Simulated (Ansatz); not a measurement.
Consider TiO₂ (slab).

```yaml
crystal:
  lattice:
    - [3.77067, 0.00000, 0.00000]
    - [0.00000, 3.77067, 0.00000]
    - [0.00000, 0.00000, 30.12866]
  atoms:
    - { symbol: O, position: [0.00000, 0.00000, 0.24893] }
    - { symbol: Ti, position: [0.50000, 0.00000, 0.26236] }
    - { symbol: O, position: [0.50000, 0.50000, 0.27579] }
    - { symbol: O, position: [0.50000, 0.00000, 0.32815] }
    - { symbol: Ti, position: [0.50000, 0.50000, 0.34157] }
    - { symbol: O, position: [0.00000, 0.50000, 0.35500] }
    - { symbol: O, position: [0.50000, 0.50000, 0.40736] }
    - { symbol: Ti, position: [0.00000, 0.50000, 0.42079] }
    - { symbol: O, position: [0.00000, 0.00000, 0.43422] }
    - { symbol: O, position: [0.00000, 0.50000, 0.48657] }
    - { symbol: Ti, position: [0.00000, 0.00000, 0.50000] }
    - { symbol: O, position: [0.50000, 0.00000, 0.51343] }
    - { symbol: O, position: [0.00000, 0.00000, 0.56578] }
    - { symbol: Ti, position: [0.50000, 0.00000, 0.57921] }
    - { symbol: O, position: [0.50000, 0.50000, 0.59264] }
    - { symbol: O, position: [0.50000, 0.00000, 0.64500] }
    - { symbol: Ti, position: [0.50000, 0.50000, 0.65843] }
    - { symbol: O, position: [0.00000, 0.50000, 0.67185] }
    - { symbol: O, position: [0.50000, 0.50000, 0.72421] }
    - { symbol: Ti, position: [0.00000, 0.50000, 0.73764] }
    - { symbol: O, position: [0.00000, 0.00000, 0.75107] }
```

Not relaxed (largest force 1.5 eV/Å); computed without spin polarisation.

All numbers below come from DFT PBEsol, scalar-relativistic, plane waves, PAW in Ansatz.

**Predict the valence pseudo-density and electron localisation function between the atoms.**

Ti–O (1.93 Å): the density is about 0.76 e/Å³ at the midpoint; the ELF peaks at about 0.80 in the valence shell of O, 0.6 Å from its nucleus, and is about 0.20 at the midpoint: no localised pair shows between them.
Ti–O (1.98 Å): ρ is about 0.68 e/Å³ halfway; the ELF peaks at about 0.85 in the valence shell of O, 0.6 Å from its nucleus, and is about 0.25 at the midpoint (no localised pair shows between them).

**Metal or insulator at this level of theory?**

It is gapped, with a Kohn–Sham gap of 1.6 eV on the k-point mesh (the band edges may lie off the mesh, which would make the gap smaller).

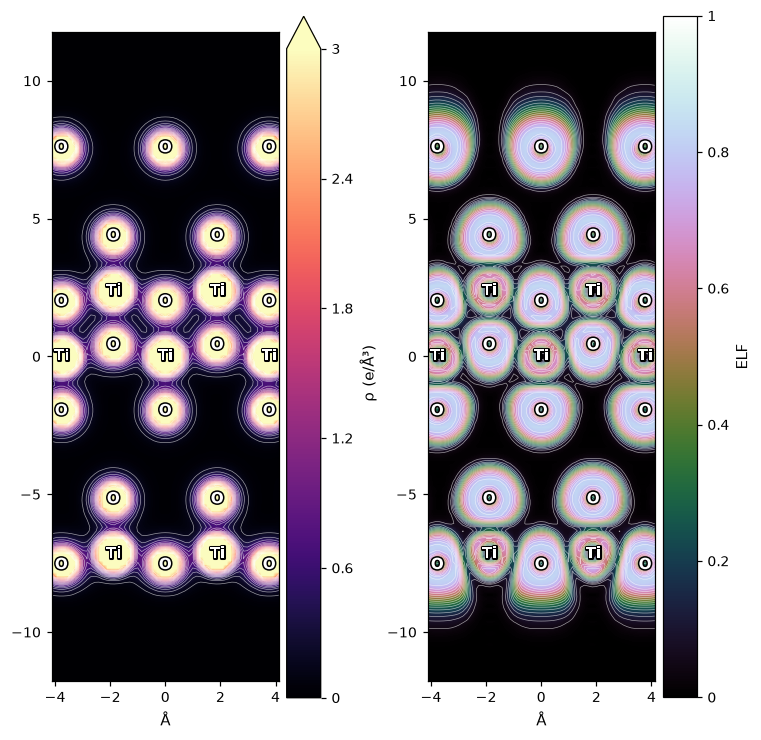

Computed valence pseudo-density and electron localisation function on the (010) plane of the calculation cell, a cut from vacuum to vacuum, in this order. 

The density is the valence pseudo-density of a PAW calculation; it isn't the true density close to the nuclei.
